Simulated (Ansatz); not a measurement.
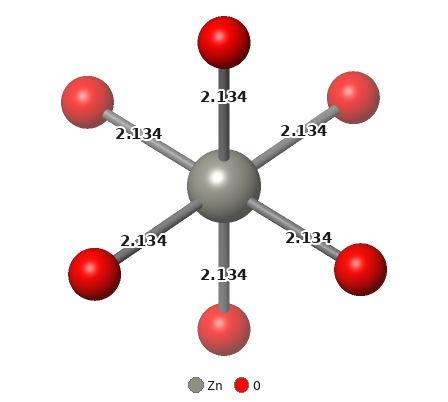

The surroundings of site Zn1 (at 0.000, 0.000, 0.000) in ZnO (Fm-3m), with bond lengths in Å.

Origin of the cell: the input geometry of an electronic-structure calculation (not necessarily at equilibrium); the starting structure was generated, so it need not be a known form of this composition.

```
CELL_PARAMETERS angstrom
4.26754 0.00000 0.00000
0.00000 4.26754 0.00000
0.00000 0.00000 4.26754
ATOMIC_POSITIONS crystal
Zn 0.00000 0.00000 0.00000
O 0.50000 0.00000 0.00000
Zn 0.00000 0.50000 0.50000
O 0.50000 0.50000 0.50000
Zn 0.50000 0.00000 0.50000
O 0.00000 0.00000 0.50000
Zn 0.50000 0.50000 0.00000
O 0.00000 0.50000 0.00000
```

Bond valence s = exp((R0 − d)/b), R0 fitted to published crystal structures with b = 0.37 Å; R0 in Å: Zn2+–O 1.689.

Calculate the bond-valence sum of Zn1 from the bonds drawn.

Answer. 6 × 0.300 = 1.80 v.u., against a formal valence of 2: underbonded (bonds long for this ion) by 0.20.

And over the whole structure?

Answer.
| site | x, y, z | formal valence | bond-valence sum | difference |
| --- | --- | --- | --- | --- |
| Zn1 | 0.000, 0.000, 0.000 | +2 | 1.84 | -0.16 |
| O1 | 0.500, 0.000, 0.000 | −2 | 1.84 | -0.16 |

These sums include all anions within 5 Å. The global instability index (root mean square of the differences over all atoms) is 0.16 v.u.: moderate strain, common in real structures. The cell was not relaxed for this table, and a volume that is off by a few per cent shifts all sums together.
